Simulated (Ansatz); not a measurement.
ZnS and related structures: several calculations on one system

Part 1: Relaxation

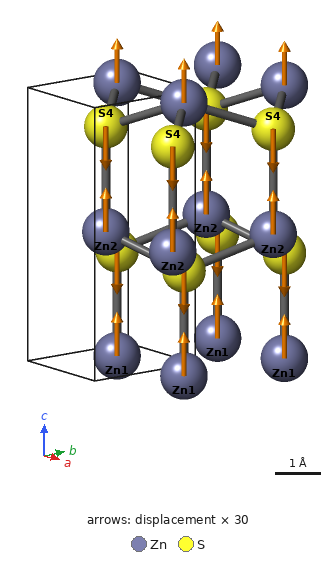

This is a relaxation of crystalline ZnS (set up in P6_3mc). The starting structure is drawn; orange arrows show the displacements (the part carried along by the change of the cell is left out), 30 times their true length.

A ball-and-stick model of the cell of the calculation, repeated 2 × 2 × 1 with one cell outlined, seen slightly off an axis.

The calculation used DFT PBEsol, scalar-relativistic, plane waves, PAW (Ansatz). (plane-wave cutoff 420 eV; k-point mesh 12 × 12 × 6; occupations gaussian; smearing width 0.02 eV; no spin polarisation; cell and atoms relaxed; force threshold 0.005 eV/Å; at most 80 steps)

What did the optimiser do to the structure, and how much energy did it gain?

After 3 accepted moves (4 points after the start) the energy has fallen by 6.9 meV per atom. The largest force component goes from 0.31 to 0.00022 eV/Å. Pressure: −1.29 GPa at the start and 0.01 GPa at the end. At 1 point the geometry stayed and the basis and grid were re-selected for the new cell (energy shift of 0.1 meV per atom at most each time). The largest moves relative to the cell, 0.034 Å, are those of Zn and S atoms. By element the largest moves are Zn 0.034 Å, S 0.034 Å. The volume changes by −1.9 %, with a = b 3.811 → 3.782 Å (−0.8 %), c 6.234 → 6.209 Å (−0.4 %). Near-neighbour distances that change, for instance: S–Zn 2.400 → 2.323 Å, S–Zn 2.314 → 2.319 Å. The space group stays P6_3mc (No. 186).

Part 2: Relaxation

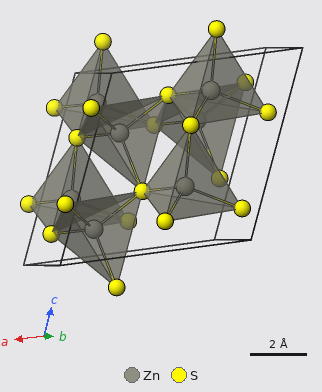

A defect cell of composition Zn$_{7}$S$_{8}$, before the relaxation. A polyhedral model of the cell of the calculation, seen from a free direction.

Case: Zn vacancy, atoms relaxed.

Theory: DFT PBEsol, scalar-relativistic, plane waves, PAW (Ansatz 0.2.0).

Input
```yaml
crystal:
  lattice:
    - [1.8907847459, -3.2749352461, 6.2089941882]
    - [1.8907847459, -3.2749352461, -6.2089941882]
    - [3.7815694918, 6.5498704922, 0.0]
  atoms:
    - { symbol: Zn, position: [0.8360549981, 0.8306116686, 0.1666666667] }
    - { symbol: Zn, position: [0.3360549981, 0.3306116686, 0.6666666667] }
    - { symbol: Zn, position: [0.8360549981, 0.8306116686, 0.6666666667] }
    - { symbol: Zn, position: [0.9193883314, 0.4139450019, 0.3333333333] }
    - { symbol: Zn, position: [0.4193883314, 0.9139450019, 0.3333333333] }
    - { symbol: Zn, position: [0.9193883314, 0.4139450019, 0.8333333333] }
    - { symbol: Zn, position: [0.4193883314, 0.9139450019, 0.8333333333] }
    - { symbol: S, position: [0.5231116686, 0.1435549981, 0.1666666667] }
    - { symbol: S, position: [0.0231116686, 0.6435549981, 0.1666666667] }
    - { symbol: S, position: [0.5231116686, 0.1435549981, 0.6666666667] }
    - { symbol: S, position: [0.0231116686, 0.6435549981, 0.6666666667] }
    - { symbol: S, position: [0.1064450019, 0.2268883314, 0.3333333333] }
    - { symbol: S, position: [0.6064450019, 0.7268883314, 0.3333333333] }
    - { symbol: S, position: [0.1064450019, 0.2268883314, 0.8333333333] }
    - { symbol: S, position: [0.6064450019, 0.7268883314, 0.8333333333] }
basis:
  ecutwfc: 420
kpoints:
  mp_grid: { grid: [4, 4, 4] }
hamiltonian:
  xc: pbesol
scf:
  occupations: { method: gaussian, width: 0.05 }
output:
  forces: true
  stress: true
  eigenvalues: true
  write_density: true
  write_potential: true
  elf: true
  volumetric_format: npy
relax:
  adjacent_minimum: "off"
  f_tol: 0.02
  max_steps: 50
```

Command:
```bash
ansatz run input.yaml --threads 4 --pin off --max-ram 9216MiB --backend cpu --events-out ev --progress --plain --runs-dir out
```

**Where does the relaxation end?**

After 3 geometry steps the energy has fallen by 55.6 meV per cell of the calculation. Largest force component: 0.34 eV/Å at the start, 0.016 eV/Å at the end. Zn7 moves most: 0.060 Å along [1 2 3]. Largest moves by element: Zn 0.060 Å, S 0.045 Å. The cell doesn't change. Among the contacts that change: Zn7–S8 2.319 → 2.291 Å, Zn1–S15 2.319 → 2.344 Å, Zn2–S10 2.323 → 2.348 Å, Zn2–S12 2.319 → 2.302 Å. Among the angles between lasting bonds that change: S8–Zn4–S12 109.7° → 113.3°, S13–Zn3–S14 109.2° → 112.2°, S9–Zn4–S11 109.2° → 106.7°.

After the run, drawn alike:

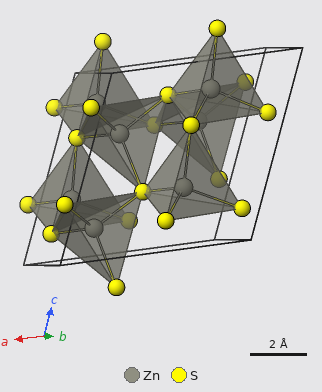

Limits of the set-up: the periodic images lie only 7.3 Å apart, so the values are limited by the cell's size.

Part 3: Vacancy jump

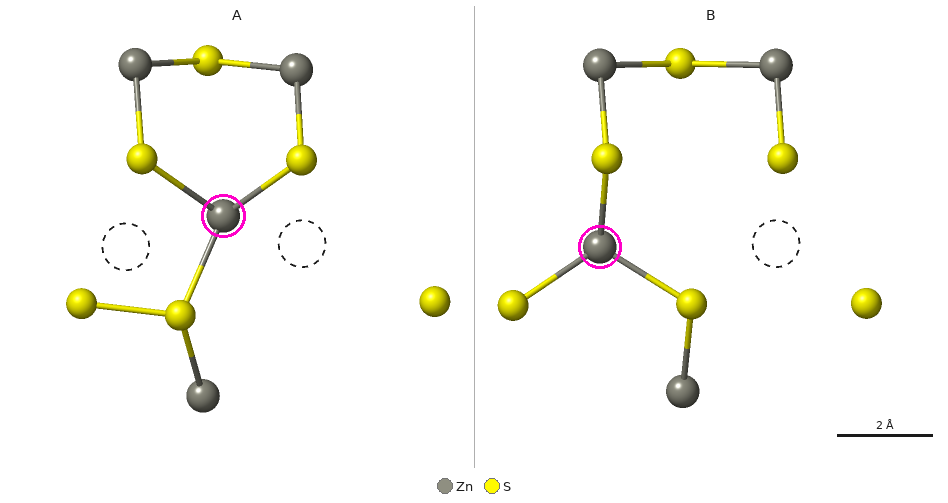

A vacancy jump of zinc in ZnS (P6_3mc phase), in a neutral cell with 15 atoms, whose images lie 7.3 Å apart. One frame is the relaxed vacancy; in the other the neighbouring Zn atom (ringed) was set half-way along its jump of 3.78 Å and all atoms were relaxed in the symmetry of that start. Dashed circles mark empty sites. The picture is a ball-and-stick view of the slice 3.8 Å thick through the jump, out to 4.3 Å from its middle, seen across the jump.

These are results of Ansatz 0.2.0, DFT PBEsol, scalar-relativistic, plane waves, PAW, not measurements. (plane-wave cutoff 420 eV; k-point mesh 4 × 4 × 4; occupations gaussian; smearing width 0.05 eV; no spin polarisation; atoms relaxed in a fixed cell; force threshold 0.02 eV/Å).

Q: What does the half-way point cost?

A: Frame A is the half-way start after relaxation. It lies 0.42 eV below the relaxed vacancy. The atom slides 0.05 of the jump length along the path, so the half-way point isn't stationary and this energy isn't the barrier. There it has 4 S as nearest neighbours, the closest at 2.37 Å. The gap on the mesh is 0.00 eV with the relaxed vacancy and 1.82 eV half-way.

Limits of the set-up: the periodic images lie only 7.3 Å apart, so the values are limited by the cell's size.
